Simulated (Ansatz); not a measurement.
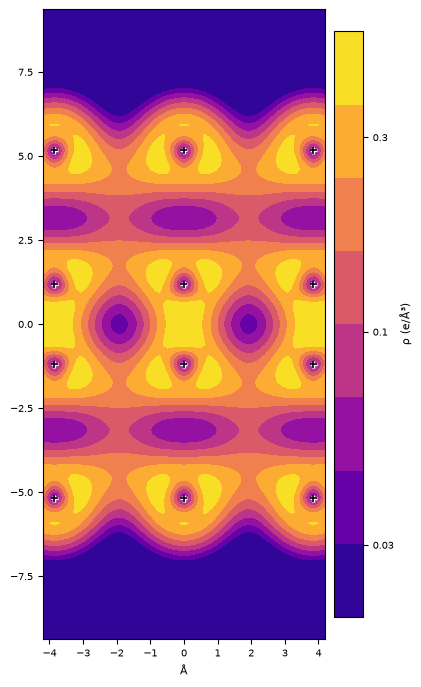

The valence charge density (pseudo) on a plane through atoms (crosses mark nuclei in the plane).

These are results of Ansatz, DFT PBE, scalar-relativistic, plane waves, PAW, not measurements.

Candidates:
A. Si (slab), a = 3.85 Å, b = 3.85 Å, c = 25.35 Å, α = 90.00°, β = 90.00°, γ = 120.00°. Not relaxed (largest force 0.7 eV/Å).
B. SnSe, a = 6.06 Å, b = 6.06 Å, c = 6.06 Å, α = 90.00°, β = 90.00°, γ = 90.00°. Space group Fm-3m.

Which candidate gave the map?

Answer. Candidate A: Si on the (100) plane of the calculation cell, a cut from vacuum to vacuum, which holds Si. Si–Si (2.38 Å): ρ is about 0.53 e/Å³ halfway.
